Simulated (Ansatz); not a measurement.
**How KBr (Fm-3m) expands on warming**

How much does KBr expand with temperature?

Experimental results on record:
- volume expansion coefficient 116.1 1e-6/K and heat capacity C_P per formula unit 52.3 J/mol/K near room temperature (given in “High-Throughput Prediction of Finite-Temperature Properties using the Quasi-Harmonic Approximation”, 2016, arXiv:1603.06924)
- volume expansion coefficient 117.6 1e-6/K near room temperature (given in “Descriptors for thermal expansion in solids”, 2017, arXiv:1701.03966)

Program: Ansatz 0.2.0. Level of theory: DFT RPBE, scalar-relativistic, plane waves, PAW. Results are calculated unless marked as measured.

## Step 1: Starting point

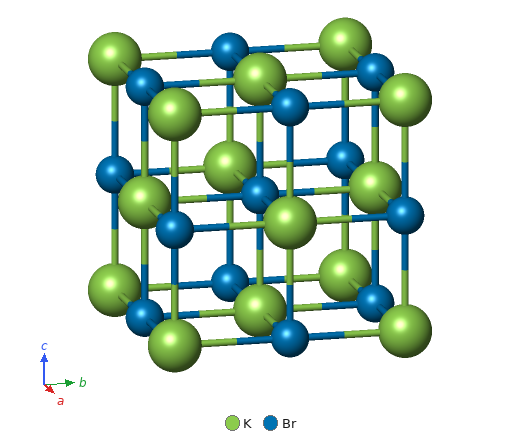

The cell as given, slightly off an axis (potassium green, bromine blue). This picture shows the conventional cell, with its axes. Some periodic images of atoms are drawn too.

Structure file:

```cif
data_structure
_symmetry_space_group_name_H-M 'Fm-3m'
_symmetry_Int_Tables_number 225
_cell_length_a 6.6000
_cell_length_b 6.6000
_cell_length_c 6.6000
_cell_angle_alpha 90.000
_cell_angle_beta 90.000
_cell_angle_gamma 90.000
_cell_volume 287.50
loop_
_atom_site_label
_atom_site_type_symbol
_atom_site_symmetry_multiplicity
_atom_site_Wyckoff_symbol
_atom_site_fract_x
_atom_site_fract_y
_atom_site_fract_z
_atom_site_occupancy
K1 K 4 a 0.00000 0.00000 0.00000 1
Br1 Br 4 b 0.50000 0.00000 0.00000 1
```

## Step 2: Probe on a coarse mesh

A cheap single point shows whether the cell is a metal or an insulator and how far it is from rest; that sets the k-mesh and the occupations of what follows.

File input.yaml:

```yaml
crystal:
  lattice:
    - [0.0, 3.3, 3.3]
    - [3.3, 0.0, 3.3]
    - [3.3, 3.3, 0.0]
  atoms:
    - { symbol: K, position: [0.0, 0.0, 0.0] }
    - { symbol: Br, position: [0.5, 0.5, 0.5] }
kpoints:
  mp_grid: { grid: [6, 6, 6] }
hamiltonian:
  xc: rpbe
scf:
  occupations: { method: gaussian, width: 0.1 }
output:
  forces: true
  stress: true
  eigenvalues: true
```

Started as:

```
$ ansatz run input.yaml --threads 4 --pin off --max-ram 8192MiB --backend cpu --events-out ev --progress --plain --runs-dir out
```

Numbers of over 12 decimals in the logs are rounded to 6 here.

Log:

```text
Engine: ansatz 0.2.0, aarch64-unknown-linux-gnu
Pseudopotentials: kind: paw
Pseudopotential: K, paw, valence charge 9, recommended cutoff 420 eV (normal), K.paw.azcp
Pseudopotential: Br, paw, valence charge 7, recommended cutoff 420 eV (normal), Br.paw.azcp
Functional definition: RPBE
  parameter kappa = 0.804
  parameter beta = 0.066725
  exchange = rpbe_x(kappa = kappa, mu = beta*pi^2/3)
  correlation = pbe_c(beta = beta)
Crystal: 2 atoms, lattice volume = 71.874 Å³
Basis set: ecut = 420 eV, 1411 PW (Γ), exchange–correlation on 64×64×64 points (8 copies of the dense FFT grid, shifted against one another)
Bands: 12, of which v1, the nominal top of the filled ones, is band 8 counted from 1 (7 counted from 0)
Symmetry: 48 space group operations
Space group: Fm-3m (ITA 225), of the structure as read, at distance tolerance 4.2e-5 Å
k-points: 16 of 216
Non-local potential: K, projectors of the file, l = 0: 3, l = 1: 2, l = 2: 2
Non-local potential: Br, projectors of the file, l = 0: 2, l = 1: 2, l = 2: 2
PAW form: soft (Blöchl's): semilocal exchange-correlation on the pseudo side does not see the compensation charge
PAW frozen core: K, regenerated for the run's functional, and the local potential with it (the file was generated under x = pbe(κ = 0.804, μ = 0.219515), c = pbe(β = 0.066725))
PAW frozen core: Br, regenerated for the run's functional, and the local potential with it (the file was generated under x = pbe(κ = 0.804, μ = 0.219515), c = pbe(β = 0.066725))
PAW one-centre angular grid: K, 110 points (default); XC on 64 Gauss nodes
PAW one-centre angular grid: Br, 110 points (default); XC on 64 Gauss nodes
Initial density: superposition of atomic densities (neutral atoms: chi_scale 0, normalization atom), corrected by the library's trained network
Initial wavefunctions: pseudopotential atomic-orbital guess
Functional: x = rpbe, c = pbe(β = 0.066725)
SCF iter   1: F=—  HF=-4335.062779 eV  |F-HF|=—  |Δ(HF+E_count)|=         —  Δρ=2.21e-3  dr2=4.33e-3  ethr=1.77e-3  ⟨swp⟩=6.6  Hψ=1264  notcnv=0
preconditioner: auto → none  [insulator: Δε(μ)=4.775 eV  Ē_g=15.010 eV  σ=0.100 eV  W_gap=1.00  n_scr=14 (ndim 8)  ℏωp=16.4 eV  f_vac=0.056  D(μ)=0.00/eV (n_scr^D=0)  ε∞_Penn≈2.2]
SCF iter   2: F=—  HF=-4335.062419 eV  |F-HF|=—  |Δ(HF+E_count)|=   3.60e-4  Δρ=1.12e-3  dr2=5.12e-4  ethr=2.70e-5  ⟨swp⟩=2.2  Hψ=416  notcnv=0
SCF iter   3: F=—  HF=-4335.062556 eV  |F-HF|=—  |Δ(HF+E_count)|=   1.38e-4  Δρ=3.89e-4  dr2=9.14e-5  ethr=3.20e-6  ⟨swp⟩=2.3  Hψ=309  notcnv=0
SCF iter   4: F=—  HF=-4335.062588 eV  |F-HF|=—  |Δ(HF+E_count)|=   3.15e-5  Δρ=2.73e-5  dr2=6.64e-7  ethr=5.71e-7  ⟨swp⟩=2.0  Hψ=240  notcnv=0
iter 5 did not close the SCF: its close was put off for the readings that it lacked (scf_convergence_deferred on its scf_iter line)
SCF iter   5: F=-4335.062589 eV  HF=-4335.062589 eV  |F-HF|=2.23e-7  |Δ(HF+E_count)|=   1.23e-6  Δρ=1.20e-5  dr2=4.25e-8  ethr=4.15e-9  ⟨swp⟩=2.0  Hψ=311  notcnv=0
SCF iter   6: F=-4335.062589 eV  HF=-4335.062589 eV  |F-HF|=3.63e-10  |Δ(HF+E_count)|=   2.77e-7  Δρ=1.54e-6  dr2=2.03e-9  ethr=2.65e-10  ⟨swp⟩=4.1  Hψ=1024  notcnv=0
SCF 1 converged in 6 iterations: F = -4335.062589 eV  dr2 = 2.03e-9
  greatest PAW one-centre occupation: 0.988 electrons in one spin orbital (limit 2), on the K atom at site 0 (counted from 0), in its partial waves of l = 0
SCF converged after 6 iterations
Free energy (F): -4335.062589 eV
Harris-Foulkes:  -4335.062589 eV  (|F-HF|=3.63e-10)
Internal energy: -4335.062589 eV  (E = F + TS)
E sigma→0 (E₀):  -4335.062589 eV
Fermi energy:    3.589819 eV
--- Per-component energies (eV) ---
  E_band       = -131.762080
  E_kinetic    = 389.196867
  E_local      = -838.709905  (includes V_loc(G=0)·N_el)
  E_nonlocal   = 81.465030
  E_hartree    = 272.917606
  E_xc         = -402.348129
  E_vxc        = -270.092556  (∫ρ·V_xc dr)
  E_paw        = -3037.489410  (= ΣΔE_a)
  E_vpaw       = -39.457193  (= ΣTr[D̂ρ^β])
  E_aug_tail   = -0.000004  (compensation charges beyond the density's cutoff)
  E_ewald      = -799.985846
  E_core_change = -0.108798  (= ΣΔE_core)
  E_smearing   = -0.000000  (= −TS)
  E_closure    = -0.000000  (closes the sum)
  Σ components = -4335.062589   (vs F -4335.062589, Δ=0.00e0)
--- Forces (eV/Å), atoms counted from 1 ---
  atom   1  K     -0.00000000     0.00000000    -0.00000000
  atom   2  Br     0.00000000    -0.00000000    -0.00000000
  max |Σ_I F_I| component: 2.83e-30 eV/Å
--- Stress (GPa, compression-positive) ---
        2.121049      -0.000000       0.000000
       -0.000000       2.121049       0.000000
       -0.000000       0.000000       2.121049
  P = ⅓ Tr σ = 2.1210 GPa (21.210 kbar)
--- Band table (eV; the first three rows and the last of 16) ---
  k-point 0: bands = [... 4 lower, -10.1166, 1.2028, 1.2028, 1.2028, 5.9745, 8.9921, 8.9921, 8.9921]
  k-point 1: bands = [... 4 lower, -10.0414, 0.8610, 1.1176, 1.1176, 6.6124, 8.8814, 9.3110, 9.3110]
  k-point 2: bands = [... 4 lower, -9.9096, 0.3136, 0.9572, 0.9572, 7.7065, 9.1667, 10.1628, 10.1628]
  k-point 15: bands = [... 4 lower, -10.0434, 0.5288, 0.7465, 0.7754, 8.0451, 9.3658, 9.7502, 10.5891]
```

Wall time 0.86 s (4 threads of Arm Neoverse V2, shared host); peak memory 0.29 GiB.

The column dr2 measures how far the density is from self-consistency, as an energy; F and HF (Harris–Foulkes) agree once it is small.

Numbers from this step:

- pressure: 2.121 GPa
- gap on the k-mesh: 4.772 eV
- volume per atom: 35.94 Å³

The start is under 2.1 GPa at this level and looks like an insulator or semiconductor on this mesh.

## Step 3: Finding the static equilibrium

Phonons are second derivatives about a minimum, so cell and atoms are relaxed first, inside the symmetry of the start.

input.yaml, the sections that differ from step 2:

```yaml
scf:
  occupations: { method: gaussian, width: 0.02 }
output:
  forces: true
  stress: true
  eigenvalues: true
  write_density: true
  write_potential: true
  elf: true
  volumetric_format: npy
relax:
  adjacent_minimum: "off"
  f_tol: 0.005
  max_steps: 80
  cell: { stress_tol: 0.05 }
# crystal, kpoints, hamiltonian: as in step 2
```

Log:

```text
[...]
Crystal: 2 atoms, lattice volume = 71.874 Å³
Basis set: ecut = 420 eV, 1411 PW (Γ), exchange–correlation on 64×64×64 points (8 copies of the dense FFT grid, shifted against one another)
Bands: 12, of which v1, the nominal top of the filled ones, is band 8 counted from 1 (7 counted from 0)
Symmetry: 48 space group operations
[...]
k-points: 16 of 216
[...]
SCF iter   1: F=—  HF=-4335.062717 eV  |F-HF|=—  |Δ(HF+E_count)|=         —  Δρ=2.21e-3  dr2=4.34e-3  ethr=1.77e-3  ⟨swp⟩=7.3  Hψ=1350  notcnv=0
[...]
SCF iter   6: F=-4335.062589 eV  HF=-4335.062589 eV  |F-HF|=6.83e-10  |Δ(HF+E_count)|=   2.76e-7  Δρ=1.75e-6  dr2=2.77e-9  ethr=2.79e-10  ⟨swp⟩=6.3  Hψ=1171  notcnv=0
SCF 1 converged in 6 iterations: F = -4335.062589 eV  dr2 = 2.77e-9
[...]
relax step   1: F+E_penalty+E_count = -4335.06258925 eV  Δ(F+E_penalty+E_count) = +0.000e0 eV  max|allowed force component| = 9.516e-30 eV/Å  Δτ_max = 0.0000 Å  P = +2.121 GPa  Ω = 71.874 Å³  (6 SCF iters, dr2 threshold 1.00e-7 eV, accepted)
Crystal: 2 atoms, lattice volume = 76.630 Å³
Basis set: ecut = 420 eV, 1459 PW (Γ), exchange–correlation on 64×64×64 points (8 copies of the dense FFT grid, shifted against one another)
[...]
iter 1 solved again at ethr=2.23e-5 eV; its pass at ethr=3.10e-3 eV (dr2=3.57e-3 eV) is discarded
[...]
SCF iter   5: F=-4335.108176 eV  HF=-4335.108176 eV  |F-HF|=4.59e-7  |Δ(HF+E_count)|=   3.00e-6  Δρ=1.17e-5  dr2=9.50e-8  ethr=1.25e-9  ⟨swp⟩=11.9  Hψ=1638  notcnv=0
SCF 2 converged in 5 iterations: F = -4335.108176 eV  dr2 = 9.50e-8
relax step   2: F+E_penalty+E_count = -4335.10817605 eV  Δ(F+E_penalty+E_count) = -4.559e-2 eV  max|allowed force component| = 6.541e-30 eV/Å  Δτ_max = 0.0000 Å  P = +1.020 GPa  Ω = 76.630 Å³  energy of the carried Pulay correction = -1.366e-4 eV  (5 SCF iters, dr2 threshold 2.00e-7 eV, accepted)
Crystal: 2 atoms, lattice volume = 81.627 Å³
Basis set: ecut = 420 eV, 1639 PW (Γ), exchange–correlation on 64×64×64 points (8 copies of the dense FFT grid, shifted against one another)
[...]
SCF iter   5: F=-4335.126182 eV  HF=-4335.126182 eV  |F-HF|=4.06e-7  |Δ(HF+E_count)|=   2.33e-6  Δρ=1.12e-5  dr2=8.63e-8  ethr=1.25e-9  ⟨swp⟩=11.9  Hψ=1664  notcnv=0
SCF 3 converged in 5 iterations: F = -4335.126182 eV  dr2 = 8.63e-8
relax step   3: F+E_penalty+E_count = -4335.12618192 eV  Δ(F+E_penalty+E_count) = -1.801e-2 eV  max|allowed force component| = 6.574e-30 eV/Å  Δτ_max = 0.0000 Å  P = +0.189 GPa  Ω = 81.627 Å³  energy of the carried Pulay correction = -2.711e-4 eV  (5 SCF iters, dr2 threshold 2.00e-7 eV, accepted)
[...]
relax step   4: F+E_penalty+E_count = -4335.12695468 eV  Δ(F+E_penalty+E_count) = -7.728e-4 eV  max|allowed force component| = 2.445e-29 eV/Å  Δτ_max = 0.0000 Å  P = +0.023 GPa  Ω = 82.854 Å³  energy of the carried Pulay correction = -3.028e-4 eV  (5 SCF iters, dr2 threshold 8.90e-8 eV, accepted)
Basis set: ecut = 420 eV, 1639 PW (Γ), exchange–correlation on 72×72×72 points (8 copies of the dense FFT grid, shifted against one another)
[...]
SCF iter   1: F=—  HF=-4335.127102 eV  |F-HF|=—  |Δ(HF+E_count)|=         —  Δρ=4.31e-5  dr2=1.96e-7  ethr=9.58e-7  ⟨swp⟩=3.2  Hψ=1881  notcnv=0
eigensolver tolerance schedule: the retry pair's looser diagonalisation over-reported the residual by 779.80 of it (diagonalisation noise at 0.32 of the residual, at the tolerance the schedule requests for it); recorded, not acted on — ethr = c·dr2/N_el stays at c = 1.0e-1
[...]
SCF iter   2: F=—  HF=-4335.127116 eV  |F-HF|=—  |Δ(HF+E_count)|=   1.41e-5  Δρ=2.22e-5  dr2=4.83e-8  ethr=1.23e-9  ⟨swp⟩=2.4  Hψ=333  notcnv=0
[...]
SCF iter   5: F=-4335.127119 eV  HF=-4335.127119 eV  |F-HF|=2.64e-11  |Δ(HF+E_count)|=  4.70e-10  Δρ=1.05e-7  dr2=2.70e-12  ethr=1.00e-12  ⟨swp⟩=6.1  Hψ=906  notcnv=0
SCF 5 converged in 5 iterations: F = -4335.127119 eV  dr2 = 2.70e-12
relax step   5: F+E_penalty+E_count = -4335.12711896 eV  Δ(F+E_penalty+E_count) = -1.643e-4 eV  max|allowed force component| = 4.155e-29 eV/Å  Δτ_max = 0.0000 Å  P = +0.021 GPa  Ω = 82.854 Å³  stress off target by 2.14e-2 GPa  SCF on the basis re-selected at this cell (its energy is not comparable with the rows above)  (5 SCF iters)
basis re-selected at this cell: Δ(F+E_penalty+E_count) = -1.643e-4 eV, ΔP = -0.002 GPa vs the last step (what re-selecting the basis moved, of the pressure what is left beyond the Pulay correction that the steps carried, after the strain that the cell walked since its last selection, with what the two solves' SCF thresholds leave and, on support functions, any second-order correction that the steps lacked; it is no measure of the basis error at this ecutwfc). The dense FFT grid was sized anew with the basis: this SCF ran on 36×36×36 points, the steps before it on 32×32×32, so part of this shift can come from that change (see relax.cell in the input reference). [rest of the remark cut]
SCF converged after 5 iterations
Free energy (F): -4335.127119 eV
[...]
Internal energy: -4335.127119 eV  (E = F + TS)
E sigma→0 (E₀):  -4335.127119 eV
Fermi energy:    2.525778 eV
[...]
--- Stress (GPa, compression-positive) ---
        0.021433      -0.000000      -0.000000
       -0.000000       0.021433      -0.000000
       -0.000000      -0.000000       0.021433
  P = ⅓ Tr σ = 0.0214 GPa (0.214 kbar)
--- Band table (eV; the first three rows and the last of 16) ---
  k-point 0: bands = [... 4 lower, -11.3203, 0.3276, 0.3276, 0.3276, 4.7239, 8.0379, 8.0379, 8.0379]
  k-point 1: bands = [... 4 lower, -11.2480, 0.0635, 0.2686, 0.2686, 5.2795, 7.9010, 8.3134, 8.3134]
  k-point 2: bands = [... 4 lower, -11.1354, -0.3661, 0.1560, 0.1560, 6.3753, 7.9552, 9.0448, 9.0448]
  k-point 15: bands = [... 4 lower, -11.2456, -0.2208, -0.0212, -0.0184, 7.1295, 7.9104, 8.4820, 9.1701]
--- Relaxed structure (4 steps of the walk, 4 accepted, 1 SCFs on fresh bases) ---
  F+E_penalty+E_count = -4335.12711896 eV   max|allowed force component| = 4.155e-29 eV/Å   (the final SCF, on the basis selected at the relaxed cell)
  cell:  # Å, volume = 82.8535 Å³
    - [0, 3.460140, 3.460140]
    - [3.460140, 0, 3.460140]
    - [3.460140, 3.460140, 0]
  atoms:
    - { symbol: K, position: [0, 0, 0] }
    - { symbol: Br, position: [0.500000, 0.500000, 0.500000] }
```

Run time: 1.9 s. Hardware: 4 threads; peak memory 0.33 GiB; 6 s of CPU time.

Step by step:

```csv
step,energy less that of the first step (eV),largest force component (eV/Å),pressure (GPa),volume (Å³)
1,0.0000,0.0000,2.12,71.87
2,-0.0456,0.0000,1.02,76.63
3,-0.0636,0.0000,0.19,81.63
4,-0.0644,0.0000,0.02,82.85
5*,-0.0645,0.0000,0.02,82.85
```

Relaxation steps marked * repeat the geometry before them on a plane-wave basis chosen anew for their cell, so energy and pressure can jump there.

The run keeps the 48 symmetry operations that it works with, so distortions that break them were not tested.

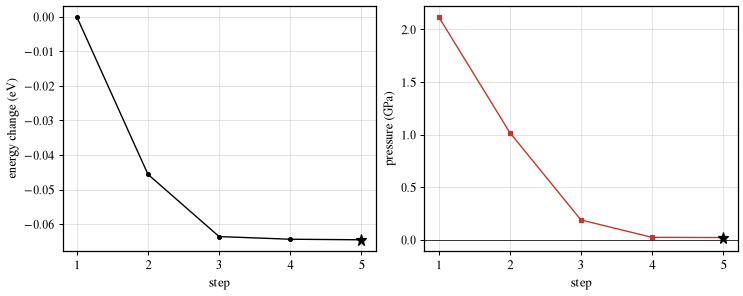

Energy and pressure along the relaxation. Stars mark steps on a basis chosen anew.

```csv
"conventional cell, symmetrised",before,after,change
a (Å),6.600,6.920,+4.9 %
b (Å),6.600,6.920,+4.9 %
c (Å),6.600,6.920,+4.9 %
volume (Å³/atom),35.94,41.43,+15.3 %
```

Final coordinates:

```cif
data_structure
_symmetry_space_group_name_H-M 'P 1'
_symmetry_Int_Tables_number 1
_cell_length_a 4.8934
_cell_length_b 4.8934
_cell_length_c 4.8934
_cell_angle_alpha 60.000
_cell_angle_beta 60.000
_cell_angle_gamma 60.000
_cell_volume 82.85
loop_
_atom_site_label
_atom_site_type_symbol
_atom_site_fract_x
_atom_site_fract_y
_atom_site_fract_z
_atom_site_occupancy
K1 K 0.00000 0.00000 0.00000 1
Br2 Br 0.50000 0.50000 0.50000 1
```

Numbers from this step:

```
pressure          : 0.02143 GPa
gap on the k-mesh : 4.396 eV
volume per atom   : 41.43 Å³
```

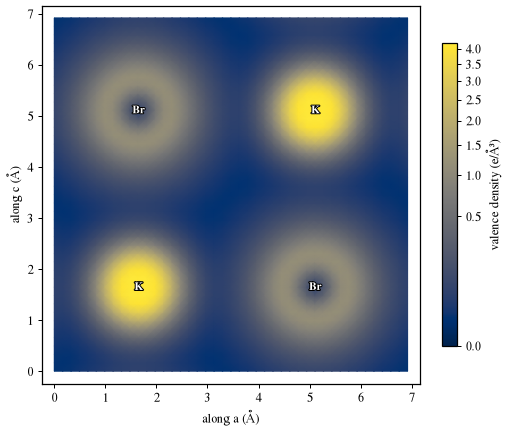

Valence density in the ac plane of the conventional cell at fractional y = 0.000, with atoms of K and Br within 0.2 Å of it. It is the smooth field of the valence electrons, not physical close to the nuclei. The map starts off the cell's origin, so that atoms lie inside it. The colour scale is stretched toward low values.

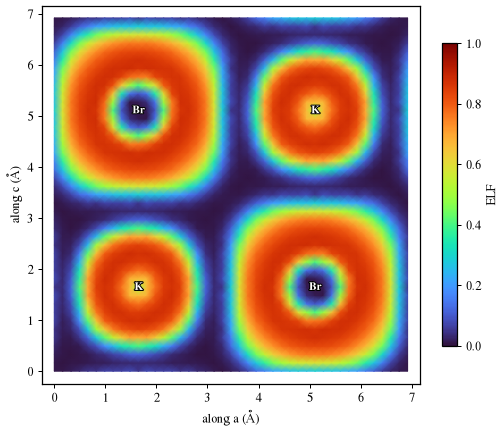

ELF in the ac plane of the conventional cell at fractional y = 0.000, with atoms of K and Br within 0.2 Å of it. It is the smooth field of the valence electrons, not physical close to the nuclei. The map starts off the cell's origin, so that atoms lie inside it.

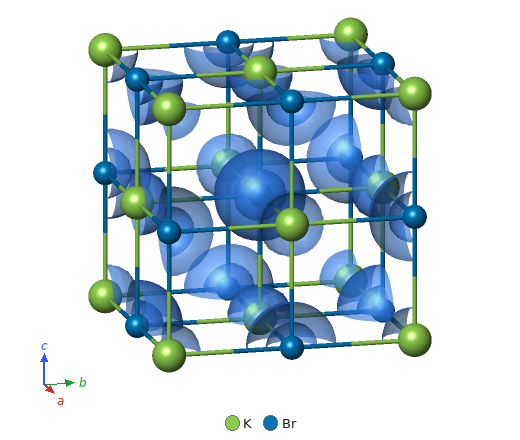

Surface of ELF = 0.8.

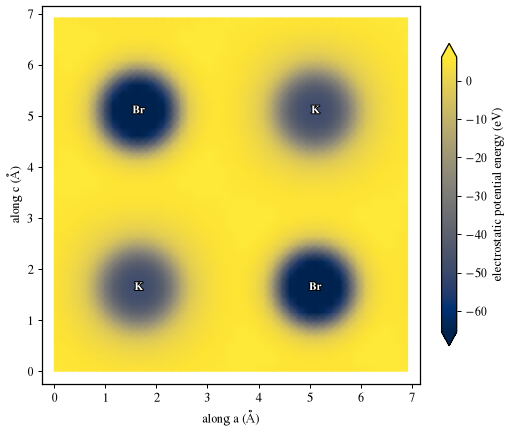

Electrostatic potential energy in the ac plane of the conventional cell at fractional y = 0.000, with atoms of K and Br within 0.2 Å of it. With pseudopotentials it is smooth inside the atoms' cores, unlike the true potential. The map starts off the cell's origin, so that atoms lie inside it.

The relaxation ends with a pressure of 0.02 GPa.

## Step 4: A second relaxation

The relaxation is run once more from where the first one ended, as the script does after a large change of volume or of the gap, with mesh and occupations reviewed.

input.yaml, the sections that differ from step 3:

```yaml
crystal:
  lattice:
    - [0.0, 3.460139963, 3.460139963]
    - [3.460139963, 0.0, 3.460139963]
    - [3.460139963, 3.460139963, 0.0]
  atoms:
    - { symbol: K, position: [0.0, 0.0, 0.0] }
    - { symbol: Br, position: [0.5, 0.5, 0.5] }
output:
  forces: true
  stress: true
  eigenvalues: true
# kpoints, hamiltonian, scf, relax: as in step 3
```

Log:

```text
[...]
Crystal: 2 atoms, lattice volume = 82.854 Å³
Basis set: ecut = 420 eV, 1639 PW (Γ), exchange–correlation on 72×72×72 points (8 copies of the dense FFT grid, shifted against one another)
Bands: 12, of which v1, the nominal top of the filled ones, is band 8 counted from 1 (7 counted from 0)
Symmetry: 48 space group operations
[...]
k-points: 16 of 216
[...]
k-point 15: bands = [... 4 lower, -11.2456, -0.2208, -0.0212, -0.0184, 7.1295, 7.9104, 8.4820, 9.1701]
--- Relaxed structure (1 steps of the walk, 1 accepted, 1 SCFs on fresh bases) ---
[...]
cell:  # Å, volume = 82.8535 Å³
    - [0.0, 3.460139963, 3.460139963]
    - [3.460139963, 0.0, 3.460139963]
    - [3.460139963, 3.460139963, 0.0]
  atoms:
    - { symbol: K, position: [0.0, 0.0, 0.0] }
    - { symbol: Br, position: [0.500000, 0.500000, 0.500000] }
[key lines of the parts left out:]
SCF converged after 3 iterations
Free energy (F): -4335.127119 eV
Fermi energy:    2.525772 eV
P = ⅓ Tr σ = 0.0214 GPa (0.214 kbar)
```

Elapsed: 0.83 s, on 4 threads; peak memory 0.32 GiB; 2.6 s of CPU time.

Little changed from the start: no atom moved by 0.005 Å and no cell edge by 0.1 %.

## Step 5: Tight relaxation

The relaxation is repeated with tighter thresholds on force and stress, since phonons are sensitive to what is left; a change of mesh or smearing in the input moves the cell too.

input.yaml, the sections that differ from step 4:

```yaml
scf:
  occupations: { method: fixed }
relax:
  adjacent_minimum: "off"
  f_tol: 0.001
  max_steps: 60
  cell: { stress_tol: 0.01 }
# crystal, kpoints, hamiltonian, output: as in step 4
```

Log:

```text
[...]
Crystal: 2 atoms, lattice volume = 82.854 Å³
Basis set: ecut = 420 eV, 1639 PW (Γ), exchange–correlation on 72×72×72 points (8 copies of the dense FFT grid, shifted against one another)
Bands: 12, of which v1, the nominal top of the filled ones, is band 8 counted from 1 (7 counted from 0)
Symmetry: 48 space group operations
[...]
k-points: 16 of 216
[...]
k-point 15: bands = [... 4 lower, -11.2615, -0.2303, -0.0311, -0.0285, 7.1171, 7.8910, 8.4648, 9.1511]
--- Relaxed structure (3 steps of the walk, 3 accepted, 1 SCFs on fresh bases) ---
[...]
cell:  # Å, volume = 83.0203 Å³
    - [0, 3.462460, 3.462460]
    - [3.462460, 0, 3.462460]
    - [3.462460, 3.462460, 0]
  atoms:
    - { symbol: K, position: [0, 0, 0] }
    - { symbol: Br, position: [0.5, 0.5, 0.5] }
[key lines of the parts left out:]
SCF converged after 6 iterations
Free energy (F): -4335.127132 eV
Fermi energy:    0.316378 eV
P = ⅓ Tr σ = 0.0000 GPa (0.000 kbar)
```

The job ended after 1.5 s (4 threads; peak memory 0.33 GiB).

Little changed from the start: no atom moved by 0.005 Å and no cell edge by 0.1 %.

Numbers from this step:

```
pressure          : 3.52e-6 GPa
gap on the k-mesh : 4.391 eV
volume per atom   : 41.51 Å³
```

The residual pressure is 3.5e-6 GPa, small enough for phonons.

[end of part 1 of 2]

[Logs are printed without paths, hosts, clocks, repeated set-up lines and the standing remarks that a program may print on its own settings, such as how far it seeks lower states.]

[Hosts, paths, dates, database ids (printed as entryN), source tags and the programs' standing remarks are cut or masked in the printed files.]

[A step with changed settings may run another functional than the one named; its input shows which.]
